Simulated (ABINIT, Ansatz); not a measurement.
# Quasiparticle gap of CaO (Lime) in ABINIT

Aim: the G0W0 gap of CaO (Lime) on PBE, step by step.

Main program and level: ABINIT 10.8.3; PBE and many-body steps on it, plane waves.

## (1) Starting point

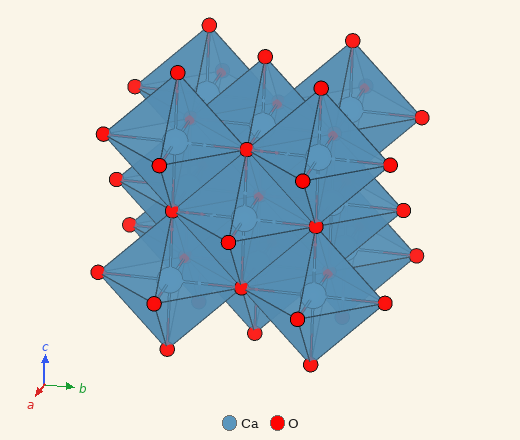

Start, viewed slightly off an axis; calcium blue, oxygen red. This picture shows the conventional cell, with its axes. Some periodic images of atoms are drawn too.

The cell and positions come from the Crystallography Open Database and are kept as given unless a step says otherwise.

## (2) Ground state

This step: ABINIT 10.8.3; DFT, PBE, plane waves, norm-conserving pseudopotentials.

The ground-state density comes first.

Contents of run.abi:

```
acell 3*1.0 Angstrom
rprim 
  -0.000000000000 2.406500000000 2.406500000000
  2.406500000000 -0.000000000000 2.406500000000
  2.406500000000 2.406500000000 -0.000000000000
ntypat 2
znucl 20 8
natom 2
typat 1 2
xred 
  0.000000000000 0.000000000000 0.000000000000
  0.500000000000 0.500000000000 0.500000000000
pp_dirpath "pseudos"
pseudos "Ca.upf, O.upf"
ecut 36
ngkpt 8 8 8
nshiftk 1
shiftk 0 0 0
kptopt 1
chksymbreak 0
nband 13
occopt 1
tolvrs 1e-10
nstep 60
prtwf 0
optforces 0
optstress 0
indata_prefix "in"
outdata_prefix "out"
tmpdata_prefix "tmp"
```

Command:

```bash
> OMP_NUM_THREADS=1 mpirun -n 8 abinit run.abi > log
```

Numbers of over 12 decimals in the logs are rounded to 6 here.

Log:

```text
.Version 10.8.3 of ABINIT. v10.8.2 released Aug 2026.

 Symmetries : space group Fm -3 m (#225); Bravais cF (face-center cubic)
================================================================================
 Values of the parameters that define the memory need of the present run
     intxc =       0    ionmov =       0      iscf =       7    lmnmax =       6
     lnmax =       6     mgfft =      36  mpssoang =       3    mqgrid =    3001
     natom =       2  nloc_mem =       1    nspden =       1   nspinor =       1
    nsppol =       1      nsym =      48    n1xccc =    2501    ntypat =       2
    occopt =       1   xclevel =       2
-    mband =          13        mffmem =           1         mkmem =           4
       mpw =        1964          nfft =       46656          nkpt =          29
================================================================================
  Rough estimation (10% accuracy) of disk space for files :
================================================================================

--------------------------------------------------------------------------------
------------- Echo of variables that govern the present computation ------------
--------------------------------------------------------------------------------
 -outvars: echo values of preprocessed input variables --------
            acell      1.8897261259E+00  1.8897261259E+00  1.8897261259E+00 Bohr

      chksymbreak           0
             ecut      3.60000000E+01 Hartree
-          fftalg         312

              ixc     -101130
              kpt      0.00000000E+00  0.00000000E+00  0.00000000E+00
                       1.25000000E-01  0.00000000E+00  0.00000000E+00
                       2.50000000E-01  0.00000000E+00  0.00000000E+00
                       3.75000000E-01  0.00000000E+00  0.00000000E+00
                       5.00000000E-01  0.00000000E+00  0.00000000E+00
                       1.25000000E-01  1.25000000E-01  0.00000000E+00
                       2.50000000E-01  1.25000000E-01  0.00000000E+00
                       3.75000000E-01  1.25000000E-01  0.00000000E+00
                       5.00000000E-01  1.25000000E-01  0.00000000E+00
   [... 18 further rows ...]
                      -3.75000000E-01  5.00000000E-01  1.25000000E-01
                      -2.50000000E-01  5.00000000E-01  2.50000000E-01
         kptrlatt        8    0    0      0    8    0      0    0    8
          kptrlen      5.14505140E+01
P           mkmem           4
            natom           2
            nband          13
            ngfft          36      36      36
             nkpt          29
            nstep          60
             nsym          48
           ntypat           2
              occ      2.000000  2.000000  2.000000  2.000000  2.000000  2.000000
                       2.000000  2.000000  0.000000  0.000000  0.000000  0.000000
                       0.000000
        optforces           0
        optstress           0
            prtwf           0
            rprim     -0.0000000000E+00  2.4065000000E+00  2.4065000000E+00
[...]
spgroup         225

           tolvrs      1.00000000E-10

             xred      0.0000000000E+00  0.0000000000E+00  0.0000000000E+00
[...]
znucl       20.00000    8.00000

================================================================================

 chkinp: Checking input parameters for consistency.

================================================================================
== DATASET  1 ==================================================================
-   mpi_nproc: 8, omp_nthreads: 1 (-1 if OMP is not activated)

--- !DatasetInfo
iteration_state: {dtset: 1, }
dimensions: {natom: 2, nkpt: 29, mband: 13, nsppol: 1, nspinor: 1, nspden: 1, mpw: 1964, }
cutoff_energies: {ecut:  36.0, pawecutdg:  -1.0, }
electrons: {nelect:   1.60000000E+01, charge:   0.00000000E+00, occopt:   1.00000000E+00, tsmear:   1.00000000E-02, }

 Real(R)+Recip(G) space primitive vectors, cartesian coordinates (Bohr,Bohr^-1):
 R(1)=  0.0000000  4.5476259  4.5476259  G(1)= -0.1099475  0.1099475  0.1099475
 R(2)=  4.5476259  0.0000000  4.5476259  G(2)=  0.1099475 -0.1099475  0.1099475
 R(3)=  4.5476259  4.5476259  0.0000000  G(3)=  0.1099475  0.1099475 -0.1099475
 Unit cell volume ucvol=  1.8809801E+02 bohr^3
 Angles (23,13,12)=  6.00000000E+01  6.00000000E+01  6.00000000E+01 degrees

 getcut: wavevector=  0.0000  0.0000  0.0000  ngfft=  36  36  36
         ecut(hartree)=     36.000   => boxcut(ratio)=   2.07246

--- Pseudopotential description ------------------------------------------------
- Ca Generated using ONCVPSP code by D. R. Hamann
- 20.00000  10.00000  171031                  znucl, zion, pspdat
12 -101130 2 -1 1766                          pspcod,pspxc,lmax,lloc,mmax
     nproj     2     2     2
  pspatm : epsatm=   12.33471919
         --- l  ekb(1:nproj) -->
[...]
pspatm: atomic psp has been read  and splines computed

- O Generated using ONCVPSP code by D. R. Hamann
-  8.00000   6.00000  171031                  znucl, zion, pspdat
12 -101130 2 -1 936                           pspcod,pspxc,lmax,lloc,mmax
     nproj     2     2     1
  pspatm : epsatm=    6.19545534
         --- l  ekb(1:nproj) -->
[...]
1   -4.717130   -1.149271
             2   -1.331955
 pspatm: atomic psp has been read  and splines computed

   2.96482793E+02                                ecore*ucvol(ha*bohr**3)
--------------------------------------------------------------------------------

_setup2: Arith. and geom. avg. npw (full set) are    1940.436    1940.412

================================================================================

--- !BeginCycle
iteration_state: {dtset: 1, }
solver: {iscf: 7, nstep: 60, nline: 4, wfoptalg: 0, }
tolerances: {tolvrs: 1.00E-10, }

     iter   Etot(hartree)      deltaE(h)  residm     vres2
 ETOT  1  -55.233271494428    -5.523E+01 1.514E-01 5.754E+02
 ETOT  2  -55.004690637663     2.286E-01 5.139E-02 1.430E+03
 ETOT  3  -55.380443762184    -3.758E-01 1.474E-02 2.430E+01
 ETOT  4  -55.386725259412    -6.281E-03 4.894E-03 1.142E+00
 ETOT  5  -55.386742926157    -1.767E-05 3.231E-03 6.128E-01
 ETOT  6  -55.386904093586    -1.612E-04 1.541E-03 1.632E-02
 ETOT  7  -55.386908013823    -3.920E-06 1.937E-03 2.791E-04
 ETOT  8  -55.386908058106    -4.428E-08 1.246E-03 3.790E-06
 ETOT  9  -55.386908058756    -6.503E-10 2.295E-03 1.125E-06
 ETOT 10  -55.386908059092    -3.360E-10 1.205E-03 1.054E-09
 ETOT 11  -55.386908059093    -7.390E-13 1.935E-03 9.254E-11

 At SCF step   11       vres2   =  9.25E-11 < tolvrs=  1.00E-10 =>converged.

--- !ResultsGS
iteration_state: {dtset: 1, }
comment   : Summary of ground state results
lattice_vectors:
- [ -0.0000000,   4.5476259,   4.5476259, ]
- [  4.5476259,  -0.0000000,   4.5476259, ]
- [  4.5476259,   4.5476259,  -0.0000000, ]
lattice_lengths: [   6.43131,    6.43131,    6.43131, ]
lattice_angles: [ 60.000,  60.000,  60.000, ] # degrees, (23, 13, 12)
lattice_volume:   1.8809801E+02
convergence: {deltae: -7.390E-13, res2:  9.254E-11, residm:  1.935E-03, diffor:  0.000E+00, }
etotal    :  -5.53869081E+01
entropy   :   0.00000000E+00
fermie    :   1.86115127E-01
cartesian_stress_tensor: null
pressure_GPa: null
xred      :
- [  0.0000E+00,   0.0000E+00,   0.0000E+00, Ca]
- [  5.0000E-01,   5.0000E-01,   5.0000E-01,  O]
cartesian_forces: null
force_length_stats: {min: null, max: null, mean: null, }

 Integrated electronic density in atomic spheres:
 ------------------------------------------------
 Atom  Sphere_radius  Integrated_density
    1        2.00000          7.65233652
    2        2.00000          6.16580487
================================================================================

 ----iterations are completed or convergence reached----

 Mean square residual over all n,k,spin=   67.419E-07; max=  19.352E-04
 reduced coordinates (array xred) for    2 atoms
       0.000000000000      0.000000000000      0.000000000000
       0.500000000000      0.500000000000      0.500000000000
 rms dE/dt=  0.0000E+00; max dE/dt=  0.0000E+00; dE/dt below (all hartree)
    1       0.000000000000      0.000000000000      0.000000000000
    2       0.000000000000      0.000000000000      0.000000000000

 cartesian coordinates (angstrom) at end:
    1      0.000000     0.000000     0.000000
    2      2.406500     2.406500     2.406500
 length scales=  1.889726125908  1.889726125908  1.889726125908 bohr
              =  1.000000000000  1.000000000000  1.000000000000 angstroms
 prteigrs : about to open file out_EIG
 Fermi (or HOMO) energy (hartree) =   0.18612   Average Vxc (hartree)=  -0.38719
 Eigenvalues (hartree) for nkpt=  29  k points:
 kpt#   1, nband= 13, wtk=  0.00195, kpt=  0.0000  0.0000  0.0000 (reduced coord)
  -1.19837   -0.49133   -0.49133   -0.49133   -0.38219    0.18612    0.18612    0.18612
   0.35937    0.41497    0.41497    0.41497    0.46974
 prteigrs : prtvol=0 or 1, do not print more k-points.

--- !EnergyTerms
iteration_state     : {dtset: 1, }
comment             : Components of total free energy in Hartree
kinetic             :  2.44522709864429E+01
hartree             :  1.03702406318974E+01
xc                  : -1.16201536039229E+01
Ewald energy        : -4.14671963569245E+01
psp_core            :  1.57621442198582E+00
local_psp           : -3.94509884660682E+01
non_local_psp       :  7.52704327496218E-01
total_energy        : -5.53869080590932E+01
total_energy_eV     : -1.50715454816662E+03
band_energy         : -5.25791741599969E+00

== END DATASET(S) ==============================================================
================================================================================

 -outvars: echo values of variables after computation  --------
           etotal     -5.5386908059E+01
            nband          13
             nkpt          29
          spgroup         225
 [... the other variables as echoed above ...]

 Calculation completed.
```

The job ended after 6 s (8 MPI ranks of Arm Neoverse V1, shared host; peak memory 0.51 GiB; 47 s of CPU time).

This step gave:

- total energy: -1507.1545 eV
- gap: 3.662 eV
- k of the valence top: 0, 0, 0
- k of the conduction bottom: 0.5, 0.5, 0
- least direct gap: 4.037 eV

The gap is indirect, with the least direct gap 0.37 eV higher.

## (3) Bands along the symmetry lines

The cheap functional maps the bands first; the places of the edges decide which points the dearer methods must see.

Contents of run.abi:

```
acell 3*1.0 Angstrom
rprim 
  -0.000000000000 2.406500000000 2.406500000000
  2.406500000000 -0.000000000000 2.406500000000
  2.406500000000 2.406500000000 -0.000000000000
ntypat 2
znucl 20 8
natom 2
typat 1 2
xred 
  0.000000000000 0.000000000000 0.000000000000
  0.500000000000 0.500000000000 0.500000000000
pp_dirpath "pseudos"
pseudos "Ca.upf, O.upf"
ecut 36
iscf -2
irdden 1
kptopt 0
nkpt 50
kpt 
  0.00000000 0.00000000 0.00000000
  0.06250000 0.00000000 0.06250000
  0.12500000 0.00000000 0.12500000
  0.18750000 0.00000000 0.18750000
  0.25000000 0.00000000 0.25000000
  0.31250000 0.00000000 0.31250000
  0.37500000 0.00000000 0.37500000
  0.43750000 0.00000000 0.43750000
  0.50000000 0.00000000 0.50000000
  0.51562500 0.03125000 0.51562500
  0.53125000 0.06250000 0.53125000
  0.54687500 0.09375000 0.54687500
  0.56250000 0.12500000 0.56250000
  0.57812500 0.15625000 0.57812500
  0.59375000 0.18750000 0.59375000
  0.60937500 0.21875000 0.60937500
  0.62500000 0.25000000 0.62500000
  0.37500000 0.37500000 0.75000000
  0.32812500 0.32812500 0.65625000
  0.28125000 0.28125000 0.56250000
  0.23437500 0.23437500 0.46875000
  0.18750000 0.18750000 0.37500000
  0.14062500 0.14062500 0.28125000
  0.09375000 0.09375000 0.18750000
  0.04687500 0.04687500 0.09375000
  0.00000000 0.00000000 0.00000000
  0.06250000 0.06250000 0.06250000
  0.12500000 0.12500000 0.12500000
  0.18750000 0.18750000 0.18750000
  0.25000000 0.25000000 0.25000000
  0.31250000 0.31250000 0.31250000
  0.37500000 0.37500000 0.37500000
  0.43750000 0.43750000 0.43750000
  0.50000000 0.50000000 0.50000000
  0.50000000 0.46875000 0.53125000
  0.50000000 0.43750000 0.56250000
  0.50000000 0.40625000 0.59375000
  0.50000000 0.37500000 0.62500000
  0.50000000 0.34375000 0.65625000
  0.50000000 0.31250000 0.68750000
  0.50000000 0.28125000 0.71875000
  0.50000000 0.25000000 0.75000000
  0.50000000 0.21875000 0.71875000
  0.50000000 0.18750000 0.68750000
  0.50000000 0.15625000 0.65625000
  0.50000000 0.12500000 0.62500000
  0.50000000 0.09375000 0.59375000
  0.50000000 0.06250000 0.56250000
  0.50000000 0.03125000 0.53125000
  0.50000000 0.00000000 0.50000000
istwfk *1
nband 15
nbdbuf 2
tolwfr 1e-08
nstep 40
prtwf 0
prtvol 0
indata_prefix "in"
outdata_prefix "out"
tmpdata_prefix "tmp"
```

Log:

```text
.Version 10.8.3 of ABINIT. v10.8.2 released Aug 2026.

 Symmetries : space group Fm -3 m (#225); Bravais cF (face-center cubic)
[... echo of the input left out ...]
== DATASET  1 ==================================================================
-   mpi_nproc: 8, omp_nthreads: 1 (-1 if OMP is not activated)

--- !DatasetInfo
iteration_state: {dtset: 1, }
dimensions: {natom: 2, nkpt: 50, mband: 15, nsppol: 1, nspinor: 1, nspden: 1, mpw: 1964, }
cutoff_energies: {ecut:  36.0, pawecutdg:  -1.0, }
electrons: {nelect:   1.60000000E+01, charge:   0.00000000E+00, occopt:   1.00000000E+00, tsmear:   1.00000000E-02, }

 Real(R)+Recip(G) space primitive vectors, cartesian coordinates (Bohr,Bohr^-1):
 R(1)=  0.0000000  4.5476259  4.5476259  G(1)= -0.1099475  0.1099475  0.1099475
 R(2)=  4.5476259  0.0000000  4.5476259  G(2)=  0.1099475 -0.1099475  0.1099475
 R(3)=  4.5476259  4.5476259  0.0000000  G(3)=  0.1099475  0.1099475 -0.1099475
 Unit cell volume ucvol=  1.8809801E+02 bohr^3
 Angles (23,13,12)=  6.00000000E+01  6.00000000E+01  6.00000000E+01 degrees

 getcut: wavevector=  0.0000  0.0000  0.0000  ngfft=  36  36  36
         ecut(hartree)=     36.000   => boxcut(ratio)=   2.07246

--- Pseudopotential description ------------------------------------------------
- Ca Generated using ONCVPSP code by D. R. Hamann
- 20.00000  10.00000  171031                  znucl, zion, pspdat
12 -101130 2 -1 1766                          pspcod,pspxc,lmax,lloc,mmax
     nproj     2     2     2
  pspatm : epsatm=   12.33471919
         --- l  ekb(1:nproj) -->
             0   10.063789    0.972391
             1    3.049878    0.471799
             2   -3.406671   -1.078890
 pspatm: atomic psp has been read  and splines computed

- O Generated using ONCVPSP code by D. R. Hamann
-  8.00000   6.00000  171031                  znucl, zion, pspdat
12 -101130 2 -1 936                           pspcod,pspxc,lmax,lloc,mmax
     nproj     2     2     1
  pspatm : epsatm=    6.19545534
         --- l  ekb(1:nproj) -->
[...]
2   -1.331955
 pspatm: atomic psp has been read  and splines computed

--------------------------------------------------------------------------------

================================================================================
 prteigrs : about to open file out_EIG
 Non-SCF case, kpt    1 (  0.00000  0.00000  0.00000), residuals and eigenvalues=
  1.62E-09  1.56E-09  5.40E-09  5.32E-09  1.82E-09  2.53E-09  3.79E-09  5.35E-09
  1.18E-09  3.88E-09  7.88E-09  5.10E-09  6.00E-09  7.83E-09  7.63E-09
 -1.1984E+00 -4.9133E-01 -4.9133E-01 -4.9133E-01 -3.8219E-01  1.8612E-01
  1.8612E-01  1.8612E-01  3.5937E-01  4.1497E-01  4.1497E-01  4.1497E-01
[...]
Non-SCF case, kpt    2 (  0.06250  0.00000  0.06250), residuals and eigenvalues=
  2.66E-09  4.09E-09  2.02E-09  5.11E-09  6.28E-09  2.51E-09  3.47E-09  6.62E-09
[...]
3.83E-09  5.53E-09  1.77E-09  3.07E-09  2.90E-09  2.90E-09  3.36E-09  3.11E-09
  1.40E-09  2.87E-09  7.71E-09  1.66E-09  3.06E-09  7.58E-09  4.54E-08
[...]
Non-SCF case, kpt   49 (  0.50000  0.03125  0.53125), residuals and eigenvalues=
[...]
Non-SCF case, kpt   50 (  0.50000  0.00000  0.50000), residuals and eigenvalues=
[...]
-1.1936E+00 -5.1294E-01 -4.9951E-01 -4.9951E-01 -3.7352E-01  1.3836E-01
  1.7235E-01  1.7235E-01  3.2070E-01  4.8094E-01  5.1203E-01  5.3511E-01
[...]
--- !ResultsGS
iteration_state: {dtset: 1, }
comment   : Summary of ground state results
lattice_vectors:
- [ -0.0000000,   4.5476259,   4.5476259, ]
- [  4.5476259,  -0.0000000,   4.5476259, ]
- [  4.5476259,   4.5476259,  -0.0000000, ]
lattice_lengths: [   6.43131,    6.43131,    6.43131, ]
lattice_angles: [ 60.000,  60.000,  60.000, ] # degrees, (23, 13, 12)
lattice_volume:   1.8809801E+02
convergence: {deltae:  0.000E+00, res2:  0.000E+00, residm:  9.931E-09, diffor:  0.000E+00, }
etotal    :  -5.53869081E+01
entropy   :   0.00000000E+00
fermie    :   1.86115127E-01
cartesian_stress_tensor: null
pressure_GPa: null
xred      :
- [  0.0000E+00,   0.0000E+00,   0.0000E+00, Ca]
- [  5.0000E-01,   5.0000E-01,   5.0000E-01,  O]
cartesian_forces: null
force_length_stats: {min: null, max: null, mean: null, }

 Integrated electronic density in atomic spheres:
 ------------------------------------------------
 Atom  Sphere_radius  Integrated_density
[...]
================================================================================

 ----iterations are completed or convergence reached----

 Mean square residual over all n,k,spin=   47.443E-10; max=  99.313E-10
 reduced coordinates (array xred) for    2 atoms
       0.000000000000      0.000000000000      0.000000000000
       0.500000000000      0.500000000000      0.500000000000

 cartesian coordinates (angstrom) at end:
    1      0.000000     0.000000     0.000000
    2      2.406500     2.406500     2.406500
 length scales=  1.889726125908  1.889726125908  1.889726125908 bohr
              =  1.000000000000  1.000000000000  1.000000000000 angstroms
 prteigrs : about to open file out_EIG
 Eigenvalues (hartree) for nkpt=  50  k points:
 kpt#   1, nband= 15, wtk=  1.00000, kpt=  0.0000  0.0000  0.0000 (reduced coord)
[...]
kpt#   2, nband= 15, wtk=  1.00000, kpt=  0.0625  0.0000  0.0625 (reduced coord)
[...]
kpt#   3, nband= 15, wtk=  1.00000, kpt=  0.1250  0.0000  0.1250 (reduced coord)
[...]
kpt#  49, nband= 15, wtk=  1.00000, kpt=  0.5000  0.0313  0.5313 (reduced coord)
  -1.19360   -0.51282   -0.49980   -0.49964   -0.37299    0.13846    0.17099    0.17154
   0.32280    0.48187    0.51324    0.53097    0.53512    0.60227    0.67945
 kpt#  50, nband= 15, wtk=  1.00000, kpt=  0.5000  0.0000  0.5000 (reduced coord)
  -1.19360   -0.51294   -0.49951   -0.49951   -0.37352    0.13836    0.17235    0.17235
   0.32070    0.48094    0.51203    0.53511    0.53511    0.59844    0.67927

== END DATASET(S) ==============================================================
================================================================================

 -outvars: echo values of variables after computation  --------
            nband          15
             nkpt          50
          spgroup         225
 [... the other variables as echoed above ...]

 Calculation completed.
```

Run time: 5.3 s. Hardware: 8 MPI ranks; peak memory 0.47 GiB.

Numbers from this step:

```yaml
gap: 3.662 eV
k_of_the_valence_top: 0, 0, 0
k_of_the_conduction_bottom: 0.5, 0, 0.5
least_direct_gap: 4.037 eV
```

The gap is 3.662 eV, as in the run before at this level.

Electronic bands along the path, in eV, zero at the top of the highest filled band; v1 is the highest filled band, c1 the lowest empty one:

| point | v4 | v3 | v2 | v1 | c1 | c2 | c3 | c4 |
| --- | --- | --- | --- | --- | --- | --- | --- | --- |
| Γ | -15.46 | 0.00 | 0.00 | 0.00 | 4.71 | 6.23 | 6.23 | 6.23 |
| X | -15.23 | -1.30 | -0.37 | -0.37 | 3.66 | 8.02 | 8.87 | 9.50 |
| U | -14.87 | -1.32 | -1.20 | -0.77 | 5.14 | 7.97 | 8.54 | 9.02 |
| jump to K | -14.87 | -1.32 | -1.20 | -0.77 | 5.14 | 7.97 | 8.54 | 9.02 |
| Γ | -15.46 | 0.00 | 0.00 | 0.00 | 4.71 | 6.23 | 6.23 | 6.23 |
| L | -14.30 | -2.61 | -1.18 | -1.18 | 7.03 | 8.33 | 8.33 | 8.49 |
| W | -14.86 | -1.27 | -1.05 | -1.05 | 6.31 | 6.31 | 8.36 | 9.50 |
| X | -15.23 | -1.30 | -0.37 | -0.37 | 3.66 | 8.02 | 8.87 | 9.50 |

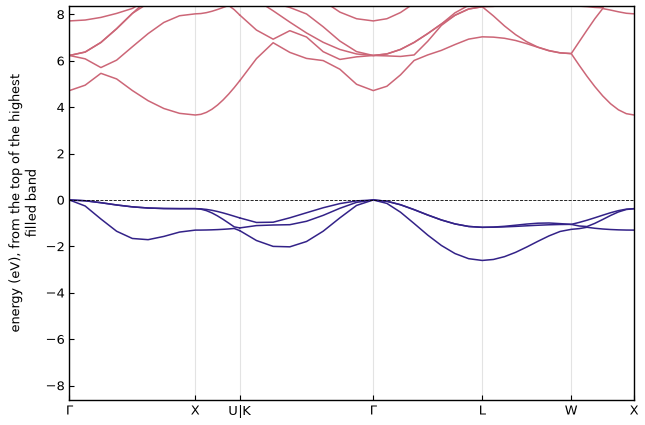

Electronic bands along the path; lines of filled and empty bands in two colours.

[end of part 1 of 2]

[Paths, hosts, dates, memory and timing lines, banners, echoed tables and standing remarks are left out of the program output.]

[Logs are printed without paths, hosts, clocks, repeated set-up lines and the standing remarks that a program may print on its own settings, such as how far it seeks lower states.]

[Runs of the session that timed out or met a known fault of the program may be left out.]

[Hosts, paths, dates, database ids (printed as entryN), source tags and the programs' standing remarks are cut or masked in the printed files.]

[G0W0 gaps are taken among the corrected bands and points alone; a level outside them can change the order at an edge.]

[Where Ansatz stands beside ABINIT at settings called matched, ABINIT's density can come from a denser mesh and the files from another edition; pairs whose starting gaps differed by over 0.03 eV were left out, so agreement reads better than it is.]
